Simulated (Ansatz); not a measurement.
# Exchange couplings of antiferromagnetic FeSb2 against Fe–Fe distance, PBEsol without U

We have to decide how many shells of neighbours a spin model of FeSb2 must carry, and whether such a model should be used for this material at all. The answer matters for thermoelectric work on FeSb2, where magnetic fluctuations are one proposed ingredient of the low-temperature behaviour. The couplings $J$ are calculated with PBEsol in a collinear antiferromagnetic state, with positive $J$ favouring parallel moments. They are compared with one another by distance and direction, and with a second set taken at rigid moments. Measurement finds no magnetic order in FeSb2, so the couplings describe a calculated state that the real crystal does not adopt.

## Systems and settings

One system, FeSb2 (marcasite-type, Pnnm), in the lowest of the collinear states that were tried (antiferromagnetic, 6 atom(s), 2 counted as magnetic, largest moment 1.10 muB), from measured cells of the Crystallography Open Database (measured order: nonmagnetic (arxiv:2011.10343)). Ansatz 0.2.0, plane waves with its default PAW datasets, cutoff 420 eV, collinear spins without spin-orbit coupling, Fermi-Dirac smearing of 0.1 eV. The k mesh is 6×6×10 and the sums for the couplings run over 6×6×12. Functional: PBEsol, Dudarev U (eV) none. The couplings are taken at constrained moments: the directions are held and the rest of the density and field relaxes in linear response. A second set comes from the magnetic force theorem at rigid moments: each moment turns with its exchange field frozen. The mean-field temperature from all couplings of the first set is 178 K. Shells are pairs of one length, elements and relative sign; shells whose pairs differ much, and those beyond half the range that the mesh resolves, are left out. By the count of bands on its mesh the state is metallic.

Notes on method and selection:

- J is defined by E = -sum over ordered pairs (each pair twice) of J e_i.e_j with unit vectors e, a classical Heisenberg model without biquadratic or multi-spin terms, so J > 0 favours parallel moments and the moment's size is inside J.
- The state is the lowest of a few collinear starts and need not be the true ground state; spin-orbit coupling is left out.
- Far couplings are the most sensitive to the k mesh.
- Couplings at rigid moments can miss in size and sometimes in sign.
- Ansatz's own search for a lower self-consistent state was switched off in these runs, so a run may rest in a state that is not the lowest for its pattern of moments.
- Runs whose couplings were flagged as in doubt, moved by over 30 per cent with the upper empty bands, lost their pattern of moments or rest on unlike orbital states are not listed.
- For crystals with 4f or 5f elements only couplings at constrained moments are used, since rigid ones can be several times too large.
- Runs that did not converge, have known faults or may not be shown are not listed, and runs on Ansatz's PAW sets soft_1 and soft_2 are kept to separate tables.

Columns:

- distance (Å): distance of the pair.
- neighbours: such neighbours per magnetic atom.
- pair: elements and relative sign of the two moments in this state.
- J, constrained (meV): mean J of the shell at constrained moments.
- J, rigid (meV): mean J of the same pairs at rigid moments.
- part in mean field (meV): J times neighbours times the relative sign, first set: the shell's part in the mean field that holds this state (negative: it works against the state).

Input lines of one member:

```
magnetization:
  spin_polarized: true
kpoints:
  mp_grid: { grid: [6, 6, 10] }
  band_path:
    path:
      - [0.0, 0.0, 0.0]
      - [0.0, 0.0, -0.5]
      - [0.0, 0.5, -0.5]
      - [0.0, 0.5, 0.0]
      - [0.0, 0.0, 0.0]
      - [-0.5, 0.5, 0.0]
      - [-0.5, 0.5, -0.5]
    npoints: 11
hamiltonian:
  xc: pbesol
scf:
  occupations: { method: fermi_dirac, width: 0.1 }
  lower_state_search: "off"
output:
  write_bands: true
  eigenstates:
    nscf_kmesh: { grid: [6, 6, 12] }
    top_band: c92
    exchange_couplings: { magnetic: [{ species: Fe }] }
```

Command (options for logging and memory left out): `ansatz run input.yaml`

## Table of results

| member | distance (Å) | neighbours | pair | J, constrained (meV) | J, rigid (meV) | part in mean field (meV) |
| --- | --- | --- | --- | --- | --- | --- |
| Fe–Fe at 3.19 Å | 3.19 | 2 | Fe–Fe, parallel | 7.959 | 8.755 | 15.92 |
| Fe–Fe at 4.65 Å, opposed | 4.65 | 8 | Fe–Fe, opposed | −0.862 | −1.059 | 6.90 |
| Fe–Fe at 5.82 Å | 5.82 | 2 | Fe–Fe, parallel | 0.980 | 0.749 | 1.96 |
| Fe–Fe at 6.39 Å | 6.39 | 2 | Fe–Fe, parallel | −1.417 | −1.651 | −2.83 |
| Fe–Fe at 6.49 Å, opposed | 6.49 | 8 | Fe–Fe, opposed | −0.185 | −0.186 | 1.48 |
| Fe–Fe at 6.52 Å | 6.52 | 2 | Fe–Fe, parallel | ? | ? | ? |
| Fe–Fe at 6.64 Å | 6.64 | 4 | Fe–Fe, parallel | −0.145 | −0.073 | −0.58 |
| Fe–Fe at 7.26 Å | 7.26 | 4 | Fe–Fe, parallel | 0.049 | −0.020 | 0.20 |
| Fe–Fe at 8.64 Å | 8.64 | 4 | Fe–Fe, parallel | −0.121 | −0.110 | −0.48 |

Cells marked ? are withheld until the estimate has been made.

## Why the values move as they do

Two shells carry the order. The nearest neighbours, at 3.19 Å along the c axis, couple ferromagnetically with 7.959 meV. The eight neighbours at 4.65 Å, in adjacent chains, couple antiferromagnetically with −0.862 meV each. Their parts in the mean field add to 15.92 + 6.90 = 22.82 meV, while the other shells shown nearly cancel: 1.96 − 2.83 + 1.48 − 0.58 + 0.20 − 0.48 = −0.25 meV. The result is ferromagnetic chains set antiparallel to each other. The strong chain coupling would serve a ferromagnet equally well; it is the weaker coupling between chains that selects the antiferromagnet.

The decay depends on direction as much as on distance. Along the chain, doubling the distance to 6.39 Å reverses the sign and leaves 1.417 / 7.959 = 0.18 of the size. At 6.49 Å, only 0.10 Å further but between chains, the coupling is smaller by a factor of 1.417 / 0.185 = 7.7. The second neighbour in the chain opposes parallel alignment. For an isolated chain, parallel order is stable against a long-wave spiral if $J_1 + 4J_2 > 0$, and here 7.959 − 4 × 1.417 = 2.29 meV.

The structure offers a reason. Octahedra share edges along c, which brings the iron d orbitals close together, whereas adjacent chains are joined through corner-sharing antimony. Hopping through a partly filled, metallic band can favour parallel moments along the chain, and exchange through the antimony bridge can favour opposed ones. The columns give the signs but do not resolve these orbital paths.

Rigid moments give the same signs for the two leading shells, with sizes larger by factors of 8.755 / 7.959 = 1.10 and 1.059 / 0.862 = 1.23. Among the shells shown, the sign differs only at 7.26 Å, where both values are close to zero. By the sums above, a two-shell model nearly reproduces the mean field of this state, but it holds only near it, because the iron moment changes strongly with the magnetic pattern.

## Blind estimate

Plain estimates from the members shown:

- Fe–Fe at 6.52 Å, straight-line interpolation between Fe–Fe at 6.49 Å, opposed and Fe–Fe at 6.64 Å: w = (6.52 − 6.49) / (6.64 − 6.49) = 0.200, so −0.185 + 0.200 × (−0.145 − (−0.185)) = −0.177 meV

The pair at 6.52 Å is one lattice step along b, since $\sqrt{6.52^2 + 3.19^2} = 7.26$ Å reproduces the shell one step further along c. Interpolation by distance mixes directions and deserves little trust. Applied to the 6.39 Å shell from its neighbours at 5.82 and 6.49 Å, with a weight of (6.39 − 5.82) / (6.49 − 5.82) = 0.851, it gives 0.980 + 0.851 × (−0.185 − 0.980) = −0.01 meV, against −1.417 meV in the table.

The mean-field temperature offers a better route, because it contains all couplings. With $J_0$ the sum of the parts in the mean field, $k_B T = 2J_0/3$, so 178 K corresponds to $J_0$ = 1.5 × 0.08617 × 178 = 23.01 meV. The parts shown add to 22.82 − 0.25 = 22.57 meV. The remainder is 23.01 − 22.57 = 0.44 meV, and with two parallel neighbours this gives $J$ = 0.44 / 2 = 0.22 meV if the unlisted far shells cancel.

That cancellation is the main uncertainty. The last four parts shown, 1.48, −0.58, 0.20 and −0.48 meV, have a root mean square of about 0.84 meV. We take this as the likely size of the net far contribution, which gives an error of 0.84 / 2 = 0.42 meV on $J$. The sign is therefore not settled by this estimate, although a coupling as strong as that of the nearest neighbours would be very hard to reconcile with the sum.

**Committed estimate, Fe–Fe at 6.52 Å: J, constrained = 0.2 ± 0.4 meV.**

## The answer

| member | distance (Å) | neighbours | pair | J, constrained (meV) | J, rigid (meV) | part in mean field (meV) |
| --- | --- | --- | --- | --- | --- | --- |
| Fe–Fe at 6.52 Å | 6.52 | 2 | Fe–Fe, parallel | −1.111 | −0.885 | −2.22 |

| member | estimate | J, constrained (meV) | computed | estimate − computed | miss in error bars |
| --- | --- | --- | --- | --- | --- |
| Fe–Fe at 6.52 Å | committed | 0.200 | −1.111 | +1.311 | 3.3 |
| Fe–Fe at 6.52 Å | interpolation | −0.177 | −1.111 | +0.934 |  |

J, constrained (meV) against distance (Å) (numbers count the rows of the first table from the top):

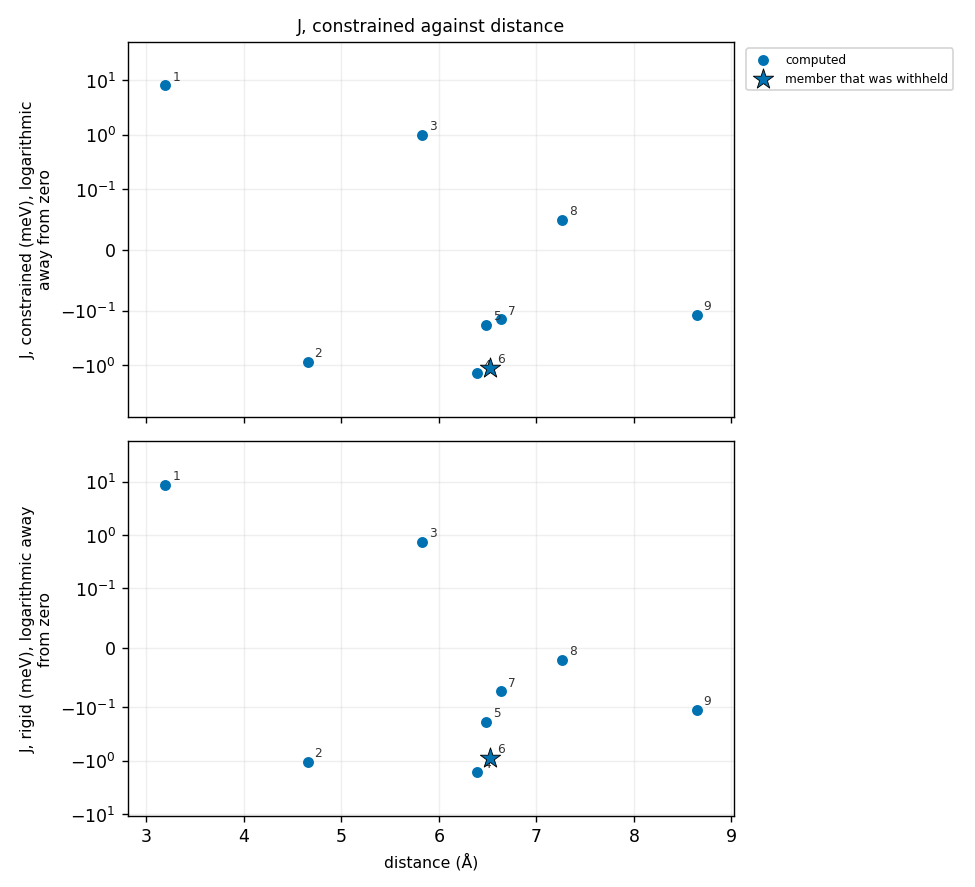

The estimate of 0.2 ± 0.4 meV failed. The computed coupling is −1.111 meV, 3.3 error bars away and of opposite sign. Interpolation by distance gave −0.177 meV, with the right sign and a smaller miss of 0.934 meV, but it too found only a small part of the coupling.

Our objection to mixing directions held. The shells at 6.49 and 6.52 Å are almost equally long, yet their couplings differ by a factor of 1.111 / 0.185 = 6.0.

The assumption that the unlisted shells cancel did not hold. With the new part of −2.22 meV, the nine shells add to 22.57 − 2.22 = 20.35 meV, against 23.01 meV from the mean-field temperature. The missing part, 23.01 − 20.35 = 2.66 meV, supports the state and comes from pairs beyond 8.64 Å, since the cell allows no other Fe–Fe distance below that. We had taken the size of this tail from single listed shells, although it is a sum over many. Such a long tail is plausible in a metallic state, but it is also the part most sensitive to the k mesh.

## Exceptions

Against a smooth decay with distance, three shells beyond 5 Å stand out, and all three lie along crystal axes: 0.980 meV at 5.82 Å along a, −1.417 meV at 6.39 Å along c, and −1.111 meV at 6.52 Å along b. The four remaining shells beyond 5 Å lie off the axes and do not exceed 0.185 meV in size. Even the weakest axial coupling is thus 0.980 / 0.185 = 5.3 times the strongest of these.

The likeliest reason is that exchange in this metallic state runs through particular orbital paths and parts of the Fermi surface, so that direction counts as well as length. Along c, the iron chain itself offers such a path. Along a and b the coupling has to pass through antimony states, and their different geometry in the two directions may account for the opposite signs.

Rigid moments give the same three signs, with 0.749, −1.651 and −0.885 meV, so the pattern does not hinge on how the moments are turned. Both sets use the same k mesh, however, and their agreement is no test of mesh error.

## Summary

For the spin model, the shells at 3.19 and 4.65 Å suffice to give the calculated pattern of ferromagnetic chains set antiparallel. They also give a mean-field temperature of 2 × 22.82 / (3 × 0.08617) = 177 K, close to the full 178 K, but only because later shells cancel. All nine shells give 2 × 20.35 / (3 × 0.08617) = 157 K. The mean-field temperature also varies widely with the settings of the calculation, so the close match is no measure of accuracy. A model meant for spin waves therefore needs the axial couplings and a check of the far tail.

Distance alone does not predict an untabulated coupling near 6 Å: interpolation missed by about 1 meV or more in both trials, as much as the axial couplings themselves.

The largest reservation is the moment. Measured FeSb2 has no magnetic order, and without stable local moments these couplings lose their meaning. Within the calculation, the ferromagnetic state has a smaller iron moment than the state tabled here. If $J$ scaled with the moment squared, halving the moment would cut the leading coupling to 7.959 / 4 = 1.99 meV. We would not use this model for the real crystal's thermodynamics.

[Logs are printed without paths, hosts, clocks, repeated set-up lines and the standing remarks that a program may print on its own settings, such as how far it seeks lower states.]
